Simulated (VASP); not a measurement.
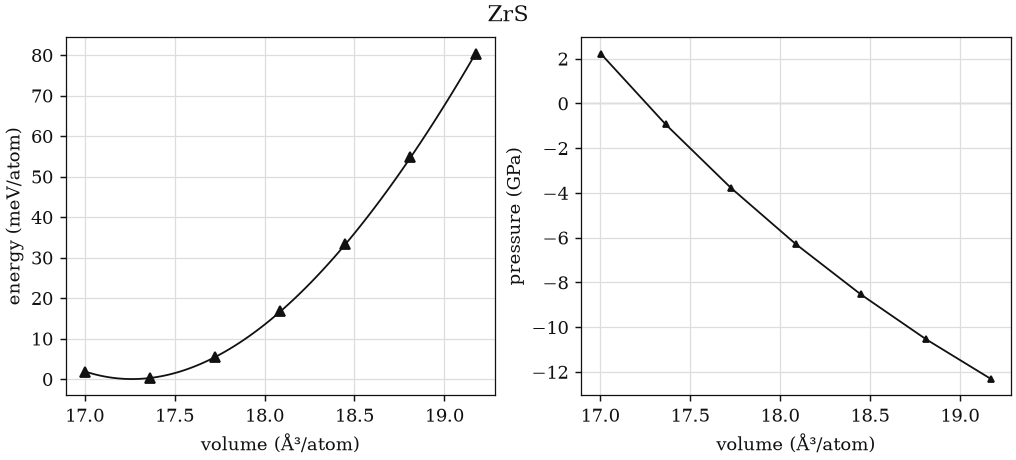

The plot gives the computed energy and pressure against volume for ZrS, space group Fm-3m (No. 225).

Cell as given: a = 3.712 Å, b = 3.712 Å, c = 3.712 Å, α = 60.00°, β = 60.00°, γ = 60.00°; 2 atoms.

Method: plane-wave DFT, no spin polarisation; energies at scaled volumes of the given cell, shape and fractions fixed, counted from the fit's minimum, third-order Birch-Murnaghan fit (VASP 6.6.1). Level: PBEsol.

k mesh 9×9×9; occupations Fermi–Dirac; smearing width 0.05 eV; potentials VASP PAW PBE potentials, recommended; wave cutoff 520 eV.

Question: Give the fitted equation-of-state parameters.

Answer: A third-order Birch–Murnaghan fit gives V0 = 17.26 Å³/atom, B0 = 148 GPa and B′ = 4.5.

Question: How does the pressure vary with volume?

Answer: It falls from 2.23 GPa at volume 17.00 Å³/atom to −12.32 GPa at 19.17 Å³/atom, and changes sign near 17.26 Å³/atom.
